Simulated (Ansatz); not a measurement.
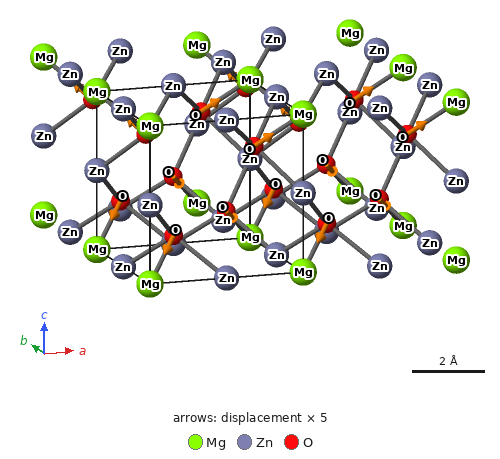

This is a relaxation of a crystal of MgZn3O4 (built on the VCu3S4-215 type type). The starting structure is drawn; orange arrows show the displacements (the part carried along by the change of the cell is left out), 5 times their true length.

The picture is a ball-and-stick view of the cell of the calculation, repeated 2 × 2 × 1 with one cell outlined, seen slightly off an axis.

The calculation used DFT, PBEsol, plane waves, PAW (Ansatz). Set-up: plane-wave cutoff 420 eV; k-point mesh 6 × 6 × 6; occupations fermi dirac; smearing width 0.03 eV; no spin polarisation; cell and atoms relaxed; force threshold 0.01 eV/Å; at most 120 steps.

Question: Which element moves most?

Answer: Oxygen: up to 0.15 Å, against 0.00 Å for magnesium.

Question: What happened in the run?

Answer: The largest moves relative to the cell, 0.15 Å, are those of O atoms. Mg and Zn stay in place. The volume changes by +27.1 %, with a = b = c 4.560 → 4.939 Å (+8.3 %). Among the contacts that change: Mg–Zn 2.280 → 2.470 Å, O–Zn 1.943 → 2.066 Å. Among the angles between lasting bonds that change: O–Zn–O 103.8° → 95.6°, O–Zn–O 112.4° → 116.8°, Mg–O–Zn 73.4° → 77.4°. The space group stays P-43m (No. 215). The energy falls by 192 meV per atom in 7 accepted moves (9 points after the start). Largest force component: 0.048 eV/Å at the start, 0.00012 eV/Å at the end. The pressure goes from 23.19 to 0.02 GPa. At 2 points the geometry stayed and the basis and grid were re-selected for the new cell (energy shift of 27.8 meV per atom at most each time). Cost: 22 s on 4 threads of Arm Neoverse V2 (shared host), peak memory 0.45 GiB.
